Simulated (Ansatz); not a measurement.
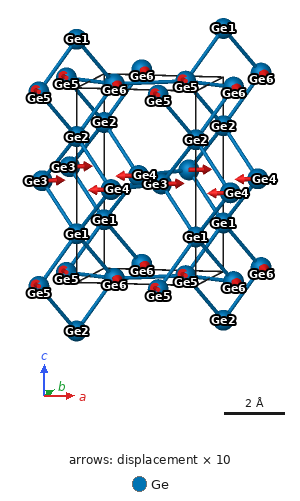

A relaxation of solid Ge (a generated structure, set up in P4_2/m) (coarse preliminary run). The starting structure is drawn; red arrows show the displacements (the part carried along by the change of the cell is left out), 10 times their true length.

A ball-and-stick model of the cell of the calculation, seen slightly off an axis.

All numbers below come from DFT PBE, scalar-relativistic, plane waves, PAW (Ansatz).

Input file:
```yaml
crystal:
  lattice:
    - [4.12353409, 0.0, 0.0]
    - [0.0, 4.12353409, 0.0]
    - [0.0, 0.0, 6.5983664]
  atoms:
    - { symbol: Ge, position: [0.0, 0.0, 0.25] }
    - { symbol: Ge, position: [0.0, 0.0, 0.75] }
    - { symbol: Ge, position: [0.65668231, 0.23681633, 0.5] }
    - { symbol: Ge, position: [0.34331769, 0.76318367, 0.5] }
    - { symbol: Ge, position: [0.76318367, 0.65668231, 0.0] }
    - { symbol: Ge, position: [0.23681633, 0.34331769, 0.0] }
basis:
  ecutwfc: 420
kpoints:
  mp_grid: { grid: [4, 4, 4] }
hamiltonian:
  xc: pbe
scf:
  occupations: { method: gaussian, width: 0.1 }
  lower_state_search: "off"
output:
  forces: true
  stress: true
  eigenvalues: true
relax:
  adjacent_minimum: "off"
  f_tol: 0.04
  max_steps: 70
  cell: { stress_tol: 0.4 }
```

Launched with:
```bash
ansatz run input.yaml --threads 1 --pin off --max-ram 2560MiB --backend cpu --events-out ev --progress --plain --runs-dir out
```

Question: What did the optimiser do to the structure, and how much energy did it gain?

Answer: The energy falls by 1.198 eV per cell of the calculation in 5 accepted moves (7 points after the start). Largest force component: 1.5 eV/Å at the start, 0.0022 eV/Å at the end. Pressure: 16.27 GPa at the start and 0.00 GPa at the end. The SCF was repeated twice at an unchanged geometry on a basis and grid sized afresh for the cell, which shifted the energy by 20.7 meV per cell of the calculation at most. The largest moves relative to the cell, 0.080 Å, are those of Ge3, Ge4, Ge5 and Ge6. Ge6 goes along [1 −2 0]. The drawn cell changes as follows: a = b 4.124 → 4.232 Å (+2.6 %), c 6.598 → 7.434 Å (+12.7 %); the volume changes by +18.7 %. Some distances before and after: Ge3–Ge4 2.342 → 2.542 Å, Ge1–Ge3 2.383 → 2.536 Å, Ge3–Ge4 (another image) 2.526 → 2.614 Å. Bond angles that change, for instance: Ge3–Ge1–Ge4 92.4° → 85.8°, Ge1–Ge3–Ge2 87.6° → 94.2°, Ge4–Ge3–Ge4 115.7° → 110.3°. The space group stays P4_2/m (No. 84). The run took 2 min on 1 thread of Intel(R) Xeon(R) Processor @ 2.50GHz (Skylake/Cascade Lake), on a shared host, peak memory 0.44 GiB.

Limits of the set-up: the k-point mesh is coarse for a cell with partly filled bands.
